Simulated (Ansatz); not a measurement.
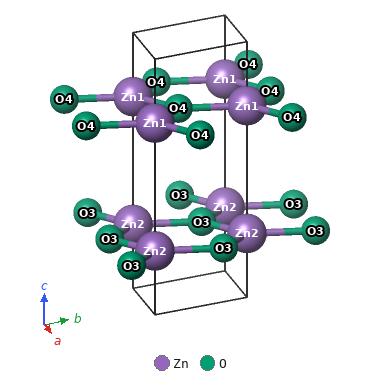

The system is ZnO (P6_3/mmc, No. 194; 4 atoms in the cell); the picture shows the reference structure. The cell is strained homogeneously, by one strain along x and y and another along z, with fractional coordinates fixed (x along [1 0 0], z along [0 0 1] of the conventional cell). The first coordinate is: strain along x and y; the second: strain along z. Grid: 5 × 5 points. Points are written as (first, second). All energies are given in meV/atom relative to the lowest grid point. The reference cell is the one listed in the database, not relaxed at this level. Theory: Ansatz 0.2.0, DFT LDA, scalar-relativistic, plane waves, PAW. Settings: cutoff 420 eV, k-mesh 9×9×4 in the order of the run's cell vectors, gaussian smearing 0.05 eV, no spin polarisation.

Its coordinates:

```xyz
4
Lattice="3.2880 0.0000 0.0000 -1.6440 2.8475 0.0000 0.0000 0.0000 7.1304" Properties=species:S:1:pos:R:3 pbc="T T T"
Zn    0.0000    0.0000    5.3478
Zn    0.0000    0.0000    1.7826
O     0.0000    1.8983    1.7826
O     1.6440    0.9492    5.3478
```

Range: strain along x and y from −3.0 to 3.0 %; strain along z from −3.0 to 3.0 %.

**What landscape does the calculation give?**

The lowest grid point is at (−3.0 %, −3.0 %). It lies at the edge of the scanned range, so the true minimum may lie outside. The highest grid point, (3.0 %, 3.0 %), lies 146 meV/atom above the lowest. The gap on the k-mesh is 0.7 eV at the lowest point and runs from 0.6 to 0.8 eV over the map.

```
strain along z ↓, strain along x and y →  −3.0  −1.5  0.0  1.5  3.0
                                     3.0    10    17   44   88  146
                                     1.5     8    15   42   85  143
                                     0.0     5    12   39   83  140
                                    −1.5     3    10   36   80  137
                                    −3.0     0     7   33   77  134
```

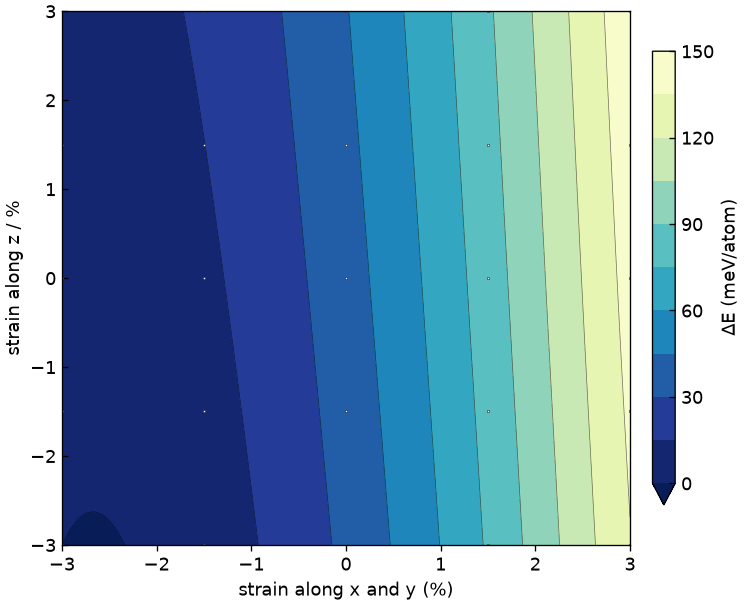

In the figure: filled contours, dots at the grid points. Between grid points the surface is interpolated.
